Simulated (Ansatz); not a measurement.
```
W Se
1.0
    -1.66049   -8.62818    0.00000
    -6.64197    5.75212    0.00000
     0.00000    0.00000  -15.04382
W Se
15 27
Direct
  0.61943 0.09928 0.23124
  0.47985 0.38057 0.23124
  0.33333 0.66667 0.22994
  0.18688 0.94919 0.22982
  0.05081 0.23768 0.22982
  0.90072 0.52015 0.23124
  0.76232 0.81312 0.22982
  0.66667 0.33333 0.76913
  0.52420 0.61831 0.76987
  0.38169 0.90589 0.76987
  0.23938 0.19090 0.76981
  0.09411 0.47580 0.76987
  0.95151 0.76062 0.76981
  0.80910 0.04849 0.76981
  0.66667 0.33333 0.11192
  0.52650 0.61730 0.11826
  0.38270 0.90920 0.11826
  0.24489 0.18962 0.11801
  0.09080 0.47350 0.11826
  0.94473 0.75511 0.11801
  0.81038 0.05527 0.11801
  0.61895 0.09521 0.65758
  0.47627 0.38105 0.65758
  0.33333 0.66667 0.65864
  0.19005 0.95201 0.65840
  0.04799 0.23804 0.65840
  0.90479 0.52373 0.65758
  0.76196 0.80995 0.65840
  0.66667 0.33333 0.34574
  0.52506 0.62272 0.34192
  0.37728 0.90234 0.34192
  0.23745 0.18747 0.34244
  0.09766 0.47494 0.34192
  0.95003 0.76255 0.34244
  0.81253 0.04997 0.34244
  0.61947 0.09753 0.88232
  0.47806 0.38053 0.88232
  0.33333 0.66667 0.88113
  0.19009 0.95196 0.88149
  0.04804 0.23813 0.88149
  0.90247 0.52194 0.88232
  0.76187 0.80991 0.88149
```

Spin-polarised.

All numbers below come from DFT PBE, scalar-relativistic, plane waves, PAW (Ansatz 0.2.0).

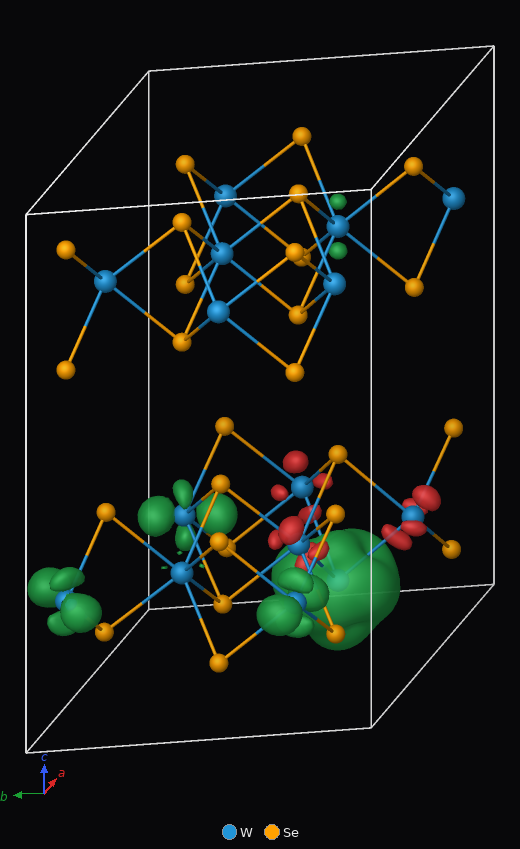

W$_{5}$Se$_{9}$ (cell charge −1, with a compensating background) (cell with a defect). Isosurfaces of the spin density at +0.03 (green) and −0.03 e/Å³ (red), seen at an oblique angle. Sticks mark near contacts.

Describe the spin distribution.

Answer. The spin density sits on W: +1.3 μB in one cell of 42 atoms, with smaller moments on other sites: W (±0.14 μB): with much of the spin spread outside that site. The cell of the calculation (42 atoms) carries 3.0 μB of net spin moment.
